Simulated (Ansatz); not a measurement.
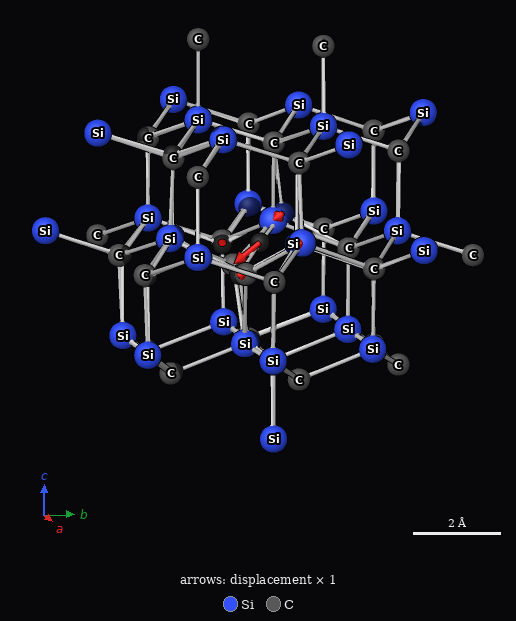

This is a relaxation of a defect cell of composition Si$_{96}$C$_{97}$ (cell charge −1). The starting structure is drawn faded, the final one solid; red arrows show the displacements, at their true length.

A ball-and-stick model of the atoms within 5.0 Å of the atom that moves most (axes of the cell of the calculation (origin shifted)), seen slightly off an axis.

These are results of DFT, PBEsol, PAW, plane waves in Ansatz 0.2.0, not measurements. Set-up: plane-wave cutoff 420 eV; k-point mesh 1 × 1 × 1; mesh shifted by (0.25, 0.25, 0.25); collinear spin; atoms relaxed in a fixed cell; force threshold 0.03 eV/Å; at most 80 steps.

**Atoms of which element are displaced furthest, and by how much?**

Carbon: up to 0.81 Å, against 0.35 Å for silicon.

**What did the optimiser do to the structure, and how much energy did it gain?**

The energy falls by 7.215 eV per cell of the calculation in 18 geometry steps. Largest force component: 13 eV/Å at the start, 0.02 eV/Å at the end. The largest move is that of a C atom, 0.81 Å roughly along [0 −1 −1]. Largest moves by element: C 0.81 Å, Si 0.35 Å. The cell stays as it was. Near-neighbour distances that change, for instance: C–Si 2.365 → 2.861 Å, C–Si 2.377 → 1.904 Å, C–Si 2.348 → 1.930 Å, Si–Si 2.602 → 2.956 Å. Among the angles between lasting bonds that change: Si–C–C 177.2° → 126.1°, Si–C–C 90.5° → 127.4°, Si–C–C 91.1° → 68.5°.

Limits of the set-up: the cell is charged, on a uniform background, and energies carry no finite-size correction.
